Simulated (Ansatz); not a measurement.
Run report: TiAl, geometry relaxation (part 2 of 2)

The same run, continued: TiAl (slab, 6 atoms in the cell); DFT PBE, scalar-relativistic, plane waves, PAW, PAW set soft_1, no spin polarisation (Ansatz 0.2.0); cutoff 420 eV, 10×6×1 k-mesh, Gaussian smearing of 0.1 eV. The structure derives from an entry of the Crystallography Open Database. The input holds or restrains some coordinates. Forces given for the steps count only the free coordinates.

Geometry of the input (Å; fractional positions):
```
2.8219  0.0000  0.0000
0.0000  4.9580  0.0000
0.0000  0.0000  18.6405
Ti 0.0000  0.3239  0.3755
Al 0.5000  0.8239  0.3755
Ti 0.0000  0.6479  0.5000
Al 0.5000  0.1479  0.5000
Ti 0.0000  0.9718  0.6245
Al 0.5000  0.4718  0.6245
```

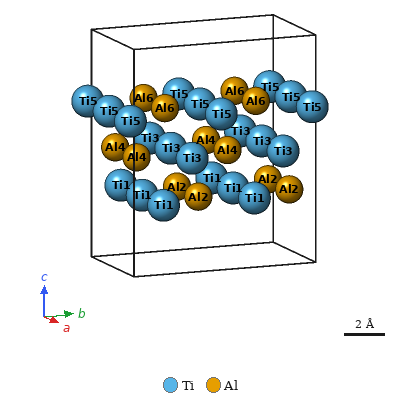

**Figure 1.** The geometry at step 2 of the log (spheres-only view of the 2 × 2 repeat of the cell, with the vacuum cut short, seen slightly off an axis; atoms are numbered from 1 in the order of the input).

**The program's output, continued**
```
SCF iter   1: F=—  HF=-9110.983706 eV  |F-HF|=—  |Δ(HF+E_count)|=         —  Δρ=2.99e-3  dr2=8.61e-2  ethr=9.47e-4  p=-0.011 e·Å  D=-7.32e-3 V/Å  ΔV_dip=0.14 eV  dr2_dipole=1.71e-3  V_vac-E_F(+/−)=4.31/4.17 eV  ⟨swp⟩=3.3  Hψ=1626  notcnv=0  defer=18
efield: sawtooth ramp at fractional position 0.9800 (handed on by an earlier solve), width 0.0400; the density the first Hamiltonian is built on has a dipole p = -0.011 e·Å; the dipole correction subtracts the counter field D = -7.32e-3 V/Å, which shifts the + side's vacuum level by +0.14 eV against the − side's; the planar-averaged density in the ramp window peaks in size at 1.9e-6 e/Å³
preconditioner: auto → LDOS  [metal: Δε(μ)=0.017 eV  Ē_g=3.492 eV  σ=0.100 eV  W_gap=0.10  n_scr=30 (ndim 8)  ℏωp=10.5 eV  f_vac=0.516  D(μ)=7.71/eV (n_scr^D=40)  β→1.0]
SCF iter   2: F=—  HF=-9110.977912 eV  |F-HF|=—  |Δ(HF+E_count)|=   5.79e-3  Δρ=1.65e-3  dr2=1.93e-2  ethr=1.91e-4  p=-0.010 e·Å  D=-7.09e-3 V/Å  ΔV_dip=0.13 eV  dr2_dipole=2.18e-3  V_vac-E_F(+/−)=4.33/4.19 eV  ⟨swp⟩=2.2  Hψ=1091  notcnv=0  defer=18
SCF iter   3: F=—  HF=-9110.977569 eV  |F-HF|=—  |Δ(HF+E_count)|=   3.42e-4  Δρ=5.15e-4  dr2=1.35e-3  ethr=4.28e-5  p=-0.009 e·Å  D=-6.28e-3 V/Å  ΔV_dip=0.12 eV  dr2_dipole=7.25e-5  V_vac-E_F(+/−)=4.30/4.18 eV  ⟨swp⟩=2.0  Hψ=918  notcnv=0  defer=18
SCF iter   4: F=—  HF=-9110.977401 eV  |F-HF|=—  |Δ(HF+E_count)|=   1.69e-4  Δρ=2.65e-4  dr2=3.72e-4  ethr=2.99e-6  p=-0.009 e·Å  D=-6.10e-3 V/Å  ΔV_dip=0.11 eV  dr2_dipole=1.48e-5  V_vac-E_F(+/−)=4.30/4.18 eV  ⟨swp⟩=3.1  Hψ=1347  notcnv=0  defer=18
SCF iter   5: F=—  HF=-9110.977405 eV  |F-HF|=—  |Δ(HF+E_count)|=   4.41e-6  Δρ=1.03e-4  dr2=3.31e-5  ethr=8.28e-7  p=-0.008 e·Å  D=-5.86e-3 V/Å  ΔV_dip=0.11 eV  dr2_dipole=2.90e-6  V_vac-E_F(+/−)=4.29/4.18 eV  ⟨swp⟩=1.2  Hψ=703  notcnv=0  defer=18
SCF iter   6: F=-9110.977430 eV  HF=-9110.977431 eV  |F-HF|=6.67e-7  |Δ(HF+E_count)|=   2.58e-5  Δρ=3.41e-5  dr2=2.89e-6  ethr=1.91e-8  p=-0.008 e·Å  D=-5.58e-3 V/Å  ΔV_dip=0.10 eV  dr2_dipole=1.56e-10  V_vac-E_F(+/−)=4.29/4.18 eV  ⟨swp⟩=11.8  Hψ=3367  notcnv=0
SCF 3 converged in 6 iterations: F = -9110.977430 eV  dr2 = 2.89e-6
  greatest PAW one-centre occupation: 0.999 electrons in one spin orbital (limit 2), on the Ti atom at site 4 (counted from 0), in its partial waves of l = 0
relax step   3: F+E_penalty+E_count = -9110.97743027 eV  Δ(F+E_penalty+E_count) = -1.309e-2 eV  max|allowed force component| = 3.807e-2 eV/Å  Δτ_max = 0.0681 Å  (6 SCF iters, dr2 threshold 8.59e-6 eV, accepted)
SCF iter   1: F=—  HF=-9110.977899 eV  |F-HF|=—  |Δ(HF+E_count)|=         —  Δρ=4.98e-4  dr2=2.86e-3  ethr=2.37e-5  p=-0.008 e·Å  D=-5.58e-3 V/Å  ΔV_dip=0.10 eV  dr2_dipole=3.81e-4  V_vac-E_F(+/−)=4.28/4.18 eV  ⟨swp⟩=2.0  Hψ=1225  notcnv=0
efield: sawtooth ramp at fractional position 0.9800 (handed on by an earlier solve), width 0.0400; the density the first Hamiltonian is built on has a dipole p = -0.008 e·Å; the dipole correction subtracts the counter field D = -5.58e-3 V/Å, which shifts the + side's vacuum level by +0.10 eV against the − side's; the planar-averaged density in the ramp window peaks in size at 1.8e-6 e/Å³
preconditioner: auto → LDOS  [metal: Δε(μ)=0.031 eV  Ē_g=3.484 eV  σ=0.100 eV  W_gap=0.17  n_scr=30 (ndim 8)  ℏωp=10.5 eV  f_vac=0.516  D(μ)=7.28/eV (n_scr^D=36)  β→1.0]
SCF iter   2: F=—  HF=-9110.977751 eV  |F-HF|=—  |Δ(HF+E_count)|=   1.48e-4  Δρ=2.34e-4  dr2=3.88e-4  ethr=6.36e-6  p=-0.008 e·Å  D=-5.51e-3 V/Å  ΔV_dip=0.10 eV  dr2_dipole=3.31e-5  V_vac-E_F(+/−)=4.29/4.18 eV  ⟨swp⟩=1.5  Hψ=957  notcnv=0
SCF iter   3: F=—  HF=-9110.977748 eV  |F-HF|=—  |Δ(HF+E_count)|=   3.64e-6  Δρ=6.83e-5  dr2=2.13e-5  ethr=8.62e-7  p=-0.008 e·Å  D=-5.38e-3 V/Å  ΔV_dip=0.10 eV  dr2_dipole=5.38e-9  V_vac-E_F(+/−)=4.28/4.18 eV  ⟨swp⟩=2.1  Hψ=941  notcnv=0
SCF iter   4: F=—  HF=-9110.977598 eV  |F-HF|=—  |Δ(HF+E_count)|=   1.50e-4  Δρ=3.45e-5  dr2=5.40e-6  ethr=4.74e-8  p=-0.008 e·Å  D=-5.37e-3 V/Å  ΔV_dip=0.10 eV  dr2_dipole=4.13e-7  V_vac-E_F(+/−)=4.28/4.18 eV  ⟨swp⟩=3.2  Hψ=1320  notcnv=0
SCF iter   5: F=—  HF=-9110.977600 eV  |F-HF|=—  |Δ(HF+E_count)|=   1.97e-6  Δρ=9.21e-6  dr2=1.33e-7  ethr=1.20e-8  p=-0.008 e·Å  D=-5.31e-3 V/Å  ΔV_dip=0.10 eV  dr2_dipole=2.13e-9  V_vac-E_F(+/−)=4.28/4.18 eV  ⟨swp⟩=2.3  Hψ=889  notcnv=0
SCF iter   6: F=-9110.977600 eV  HF=-9110.977600 eV  |F-HF|=2.35e-8  |Δ(HF+E_count)|=   3.34e-7  Δρ=3.41e-6  dr2=2.69e-8  ethr=2.22e-10  p=-0.008 e·Å  D=-5.30e-3 V/Å  ΔV_dip=0.10 eV  dr2_dipole=1.63e-10  V_vac-E_F(+/−)=4.28/4.18 eV  ⟨swp⟩=9.0  Hψ=3015  notcnv=0
SCF 4 converged in 6 iterations: F = -9110.977600 eV  dr2 = 2.69e-8
relax step   4: F+E_penalty+E_count = -9110.97760025 eV  Δ(F+E_penalty+E_count) = -1.700e-4 eV  max|allowed force component| = 1.908e-3 eV/Å  Δτ_max = 0.0068 Å  (6 SCF iters, accepted)
SCF converged after 6 iterations
Free energy (F): -9110.977600 eV
Harris-Foulkes:  -9110.977600 eV  (|F-HF|=2.35e-8)
Internal energy: -9110.941525 eV  (E = F + TS)
E sigma→0 (E₀):  -9110.959563 eV
Entropy (-TS):   -0.036075 eV (-6.013 meV/atom)
Fermi energy:    1.543302 eV
Dipole field:    D = -0.005314 V/Å  (p = -0.007658 e·Å, saw-weighted, corrected)
Work function:   Φ+ = 4.2821 eV   Φ− = 4.1831 eV
Levels:          The Fermi level and band energies are counted from a zero that moves with the ramp; work functions are not
--- Per-component energies (eV) ---
  E_band       = -916.653346
  E_kinetic    = 907.128212
  E_local      = -20344.924046  (includes V_loc(G=0)·N_el)
  E_nonlocal   = 214.682386
  E_hartree    = 9679.330329
  E_xc         = -458.411510
  E_vxc        = -519.578196  (∫ρ·V_xc dr)
  E_paw        = -4535.636911  (= ΣΔE_a)
  E_vpaw       = -532.607045  (= ΣTr[D̂ρ^β])
  E_aug_tail   = -0.000246  (compensation charges beyond the density's cutoff)
  E_efield     = 0.000020  (sawtooth field / dipole correction)
  E_vefield    = -0.007727  (∫n·V_field dr)
  E_ewald      = 5426.890240
  E_smearing   = -0.036075  (= −TS)
  E_closure    = -0.000000  (closes the sum)
  Σ components = -9110.977600   (vs F -9110.977600, Δ=0.00e0)
--- Forces (eV/Å), atoms counted from 1 ---
  atom   1  Ti     0.00000000    -0.00499495     0.30352241
  atom   2  Al    -0.00000000     0.00417054    -0.30300027
  atom   3  Ti    -0.00000000    -0.00052965     0.00175979
  atom   4  Al     0.00000000     0.00058990    -0.00030537
  atom   5  Ti    -0.00000000     0.00190827    -0.00175515
  atom   6  Al    -0.00000000    -0.00114134    -0.00017852
  max |Σ_I F_I| component: 4.29e-5 eV/Å
--- Band table (eV; the first three rows and the last of 24) ---
  k-point 0: bands = ["-55.3469", "-55.2738", "-54.9283", "-31.7919", "-31.7083", "-31.6334", "-31.5528", "-31.3384", "-31.2306", "-31.1816", "-31.0911", "-30.9073", "-6.8991", "-5.3721", "-3.7613", "-0.7883", "-0.6772", "-0.3334", "-0.1597", "0.7154", "0.8892", "1.1885", "1.3393", "1.4961", "1.7165", "2.7731", "2.9993", "3.3997", "3.4681"]
  k-point 1: bands = ["-55.3469", "-55.2738", "-54.9283", "-31.7921", "-31.7084", "-31.6340", "-31.5532", "-31.3383", "-31.2306", "-31.1816", "-31.0911", "-30.9073", "-6.7370", "-5.2502", "-3.7348", "-1.7442", "-1.0621", "-0.0114", "0.1532", "0.6930", "0.8010", "1.0433", "1.2493", "1.6347", "1.8724", "2.6677", "3.0425", "3.3898", "3.5710"]
  k-point 2: bands = ["-55.3468", "-55.2738", "-54.9283", "-31.7926", "-31.7086", "-31.6353", "-31.5541", "-31.3381", "-31.2306", "-31.1816", "-31.0910", "-30.9073", "-6.2946", "-5.0493", "-3.8088", "-2.4594", "-1.7243", "-0.5323", "0.1805", "0.6648", "0.9090", "1.0374", "1.2938", "1.8514", "2.1688", "2.5665", "3.1431", "3.3695", "3.4820"]
  k-point 23: bands = ["-55.2905", "-55.2172", "-54.8708", "-31.7384", "-31.6874", "-31.6539", "-31.6397", "-31.5782", "-31.4985", "-31.3715", "-31.2807", "-31.0427", "-2.9547", "-1.8759", "-1.4663", "-1.3876", "-0.7765", "0.0540", "0.4730", "0.9577", "1.0204", "1.5042", "1.6802", "1.8595", "2.0971", "2.1683", "2.3249", "2.5156", "3.0584"]
--- Relaxed structure (4 steps of the walk, 4 accepted, 0 SCFs on fresh bases) ---
  F+E_penalty+E_count = -9110.97760025 eV   max|allowed force component| = 1.908e-3 eV/Å
  atoms:
    - { symbol: Ti, position: [0.0, 0.3239294200000001, 0.37552720310000004] }
    - { symbol: Al, position: [0.5, 0.8239294200000002, 0.37552720310000004] }
    - { symbol: Ti, position: [-2.5693512950254968e-18, 0.6376472249850508, 0.4992126960994738] }
    - { symbol: Al, position: [0.5, 0.14016787356531024, 0.49809920093679705] }
    - { symbol: Ti, position: [-6.726427844561893e-18, 0.9594831213953735, 0.6185739895570255] }
    - { symbol: Al, position: [0.5, 0.4565330415300532, 0.6269775563275284] }
```

**Trajectory as extended XYZ (Å, eV, eV/Å), 4 frames, from step=1 to step=4**
```
6
Lattice="2.8219 0.0000 0.0000 0.0000 4.9580 0.0000 0.0000 0.0000 18.6405" Properties=species:S:1:pos:R:3:forces:R:3 step=1 energy=-9110.94576
Ti    0.0000    1.6061    7.0000    0.0000   0.0081   0.4137
Al    1.4109    4.0851    7.0000    0.0000   0.0714  -0.2406
Ti    0.0000    3.2121    9.3202    0.0000  -0.0001  -0.0001
Al    1.4109    0.7331    9.3202    0.0000   0.0000  -0.0001
Ti    0.0000    4.8182   11.6405    0.0000  -0.0082  -0.4136
Al    1.4109    2.3391   11.6405    0.0000  -0.0713   0.2406
6
Lattice="2.8219 0.0000 0.0000 0.0000 4.9580 0.0000 0.0000 0.0000 18.6405" Properties=species:S:1:pos:R:3:forces:R:3 step=2 energy=-9110.96434
Ti    0.0000    1.6061    7.0000    0.0000   0.0245   0.2519
Al    1.4109    4.0851    7.0000    0.0000   0.0262  -0.3415
Ti    0.0000    3.1678    9.3001    0.0000  -0.0147  -0.1133
Al    1.4109    0.7163    9.2737    0.0000  -0.0664  -0.1203
Ti    0.0000    4.7586   11.4558    0.0000   0.0464   0.3707
Al    1.4109    2.2655   11.6873    0.0000  -0.0157  -0.0481
6
Lattice="2.8219 0.0000 0.0000 0.0000 4.9580 0.0000 0.0000 0.0000 18.6405" Properties=species:S:1:pos:R:3:forces:R:3 step=3 energy=-9110.97743
Ti    0.0000    1.6061    7.0000    0.0000   0.0000   0.3067
Al    1.4109    4.0851    7.0000    0.0000   0.0075  -0.3023
Ti    0.0000    3.1641    9.3068    0.0000  -0.0150  -0.0246
Al    1.4109    0.6976    9.2854    0.0000  -0.0020  -0.0193
Ti    0.0000    4.7557   11.5239    0.0000   0.0101   0.0381
Al    1.4109    2.2623   11.6860    0.0000  -0.0005   0.0019
6
Lattice="2.8219 0.0000 0.0000 0.0000 4.9580 0.0000 0.0000 0.0000 18.6405" Properties=species:S:1:pos:R:3:forces:R:3 step=4 energy=-9110.97760
Ti    0.0000    1.6061    7.0000    0.0000  -0.0050   0.3035
Al    1.4109    4.0851    7.0000    0.0000   0.0042  -0.3030
Ti    0.0000    3.1615    9.3056    0.0000  -0.0005   0.0018
Al    1.4109    0.6950    9.2848    0.0000   0.0006  -0.0003
Ti    0.0000    4.7572   11.5305    0.0000   0.0019  -0.0018
Al    1.4109    2.2635   11.6872    0.0000  -0.0011  -0.0002
```

**Results in brief**

| quantity | value |
| --- | --- |
| outcome | converged under the restraints of the input |
| electrons treated | 45 |
| free energy | −9110.9776 eV |
| work function, top face | 4.28 eV |
| work function, bottom face | 4.18 eV |
| Fermi energy | 1.543 eV |
| gap on the k-point mesh | none (metallic) |
| final volume | 260.80 Å³ |
| work function (upper face) | 4.28 eV |
| largest force (length of the vector) at the end, held atoms and coordinates included | 0.304 eV/Å |
| hardware | 1 thread of Intel Xeon (Sapphire Rapids), 16 GiB of memory available, shared host |
| wall time | 44 s |
| peak memory | 0.56 GiB |
